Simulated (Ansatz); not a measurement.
The structure in question:

```cif
data_structure
_symmetry_space_group_name_H-M 'I 41/a m d :1'
_symmetry_Int_Tables_number 141
_cell_length_a 3.8775
_cell_length_b 3.8775
_cell_length_c 2.1412
_cell_angle_alpha 90.000
_cell_angle_beta 90.000
_cell_angle_gamma 90.000
_cell_volume 32.19
loop_
_atom_site_label
_atom_site_type_symbol
_atom_site_symmetry_multiplicity
_atom_site_Wyckoff_symbol
_atom_site_fract_x
_atom_site_fract_y
_atom_site_fract_z
_atom_site_occupancy
C1 C 4 a 0.50000 0.00000 0.75000 1
```

> What crystal do these data define?

The element is carbon. The lattice is body-centred tetragonal and the space group I4_1/amd (No. 141). The structure is of the kind named β-tin type. The cell holds four atoms. The coordination shell of C holds six C at 2.01 to 2.14 Å. The bonds build a three-dimensional framework.

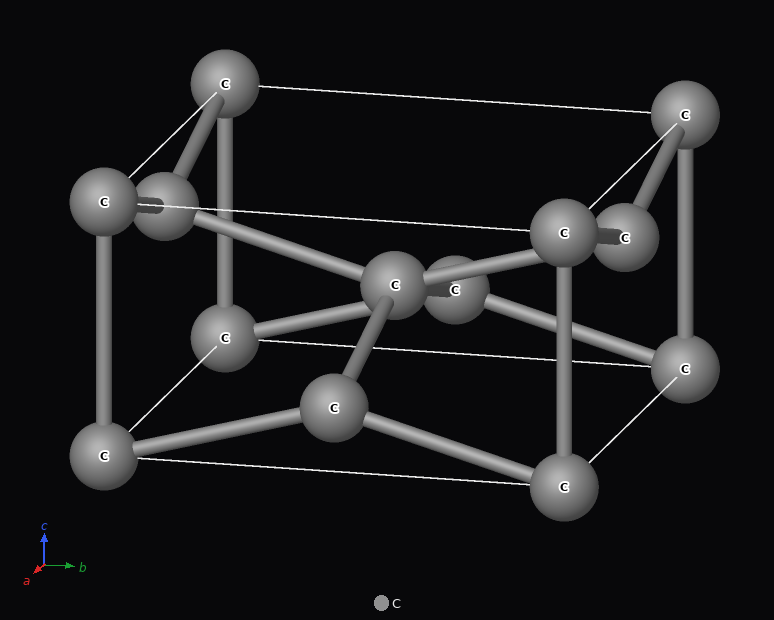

The crystal in a ball-and-stick representation, seen slightly off an axis. Thin lines show the conventional unit cell, with boundary atoms drawn in all their periodic places.

Its origin is a structure listed in the Materials Project, with elements exchanged, so it need not be a known form of the compound. The cell was then strained or its atoms displaced on purpose. Ansatz was used for an electronic-structure calculation on it.

At this level of theory the cell isn't at rest (stretched, at -53 GPa), so its distances can differ from those at equilibrium, the more so the softer the solid.
